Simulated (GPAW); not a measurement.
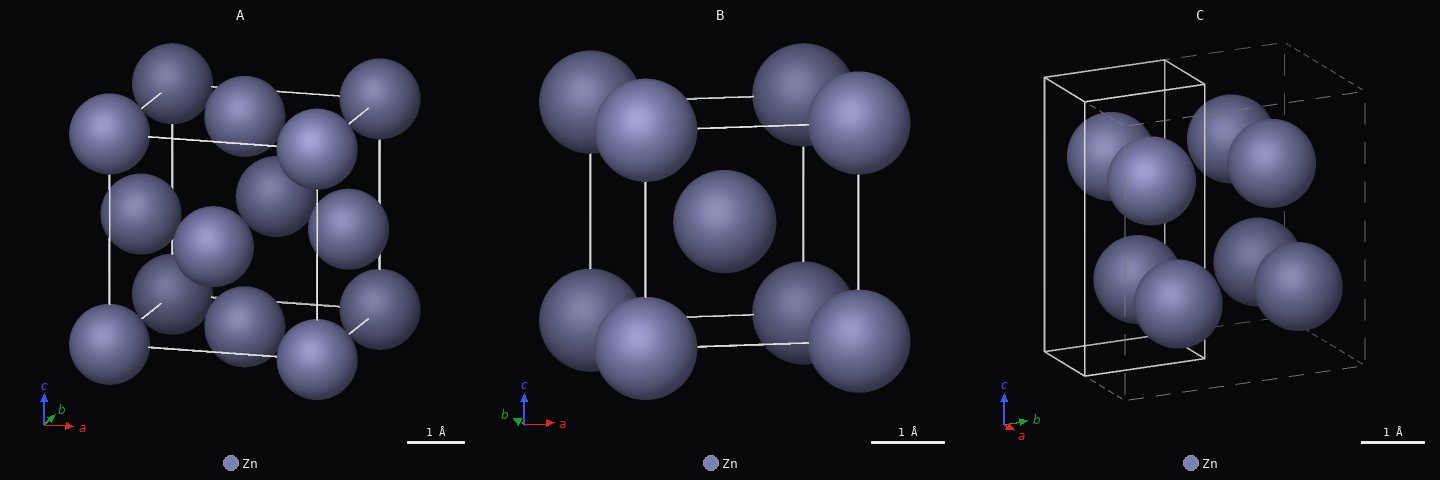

Three structures of Zn, each relaxed (cell and atoms) at zero pressure; conventional cells in solid outline, small ones repeated, each panel with its own scale. Alike in all runs: GPAW 26.7.0; functional PBEsol; potentials PAW data sets generated in the run's folder for this functional; cutoff 600 eV; occupations fermi-dirac, width 0.05 eV; no spin polarisation; no spin-orbit coupling. The k meshes have like spacings.

### Name the structure in each panel.

A: face-centred cubic (Cu type), Fm-3m; B: body-centred cubic (W type), Im-3m; C: hexagonal close-packed (Mg type), P6₃/mmc.

### Rank them by energy, lowest first.

C, then A (+50 meV/atom) and B (+115 meV/atom), static energies at zero smearing.

### Collect the results in a table.

| panel | space group | E − E(lowest) (meV/atom) | volume (Å³/atom) |
| --- | --- | --- | --- |
| C | P6₃/mmc | 0 | 13.9 |
| A | Fm-3m | 50 | 14.1 |
| B | Im-3m | 115 | 14.2 |

The starts are database entries or structure types tried for this composition, and the most stable form need not be among them. Approximate functionals can misorder forms that lie within a few tens of meV/atom, as they do the rutile and anatase forms of TiO₂.

Caveat: later steps reuse the first step's grids.
